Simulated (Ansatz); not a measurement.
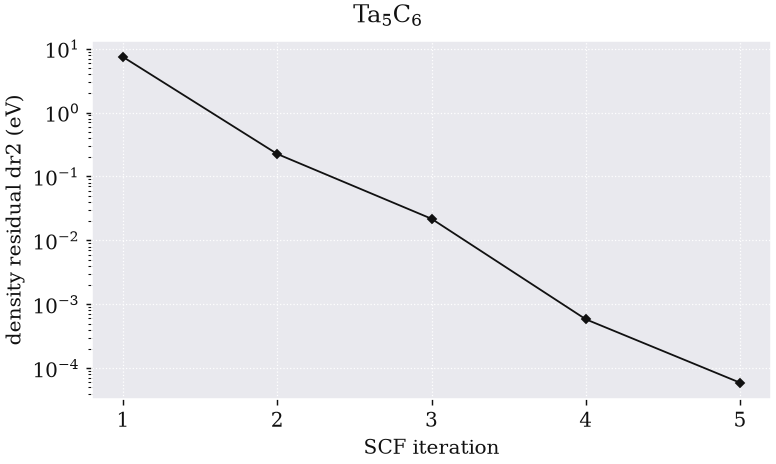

Convergence history. SCF iterations of a calculation: density residual dr2. Ta₅C₆ (slab, 11 atoms in the cell); Ansatz 0.2.0, DFT r2SCAN, scalar-relativistic, plane waves, PAW; cutoff 500 eV, 12×12×1 k-mesh, Gaussian smearing of 0.1 eV. The starting density is a sum of atomic densities corrected by a trained network.

The run gave up at step 5 without converging. The residual is still falling at the last step (down to 6 × 10⁻⁵). From the first spectrum the program read the system as a metal and chose the LDOS preconditioner. The residual starts near 7 and ends near 6 × 10⁻⁵ eV.
